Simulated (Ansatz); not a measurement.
A periodic structure is given below.

```
CELL_PARAMETERS angstrom
3.56335 0.00000 0.00000
0.00000 13.64466 0.00000
0.00000 0.00000 3.59986
ATOMIC_POSITIONS crystal
Ti 0.50000 0.60317 0.75000
Ti 0.00000 0.89683 0.25000
Si 0.50000 0.94170 0.75000
Si 0.00000 0.55830 0.25000
Si 0.00000 0.75019 0.75000
Si 0.50000 0.74981 0.25000
Ti 0.00000 0.10317 0.75000
Ti 0.50000 0.39683 0.25000
Si 0.00000 0.44170 0.75000
Si 0.50000 0.05830 0.25000
Si 0.50000 0.25019 0.75000
Si 0.00000 0.24981 0.25000
```

### Give a crystallographic description of this input.

The formula is TiSi₂. The symmetry is that of Cmcm (No. 63), on a base-centred orthorhombic lattice. It has 12 atoms to the cell (4 Ti, 8 Si). Counting contacts within bonding distance, the coordination numbers are Ti 10 and Si 8. Not all metal-metal contacts are counted.

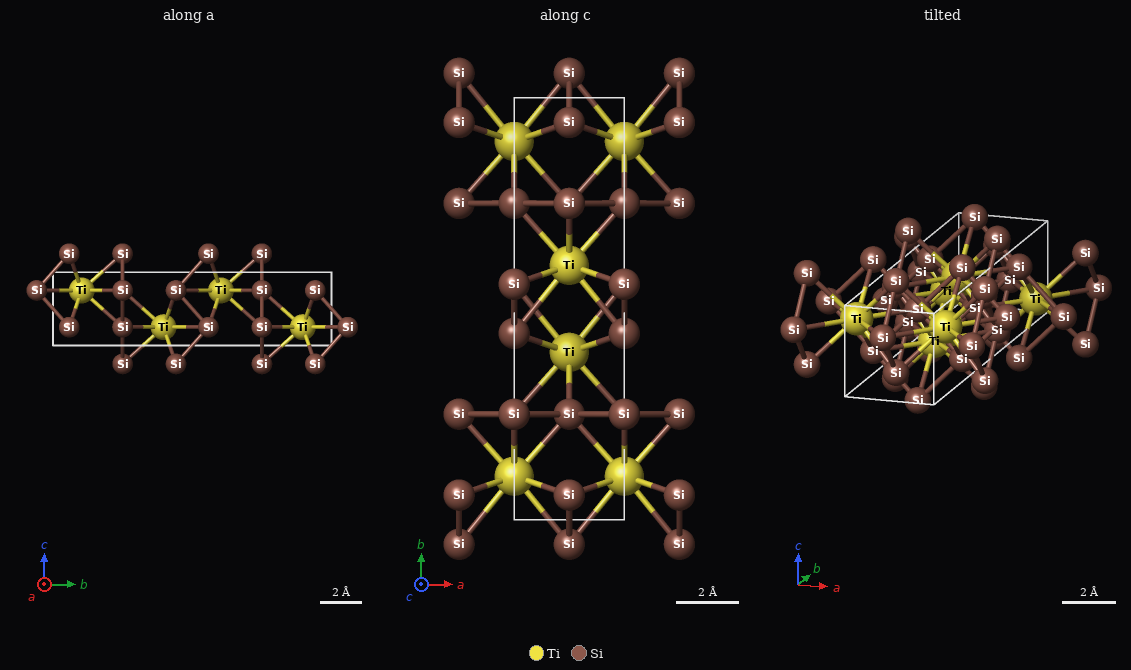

A ball-and-stick picture of a crystal structure, seen along the a axis, along the c axis and slightly off an axis. Atoms at the boundary of the conventional unit cell (the box) are drawn once for each face, edge or corner they touch. Some atoms of the next cells are drawn as well.

The initial geometry was a structure listed in the Materials Project. The cell was then strained or its atoms displaced on purpose. It was set up as input for a calculation with Ansatz.
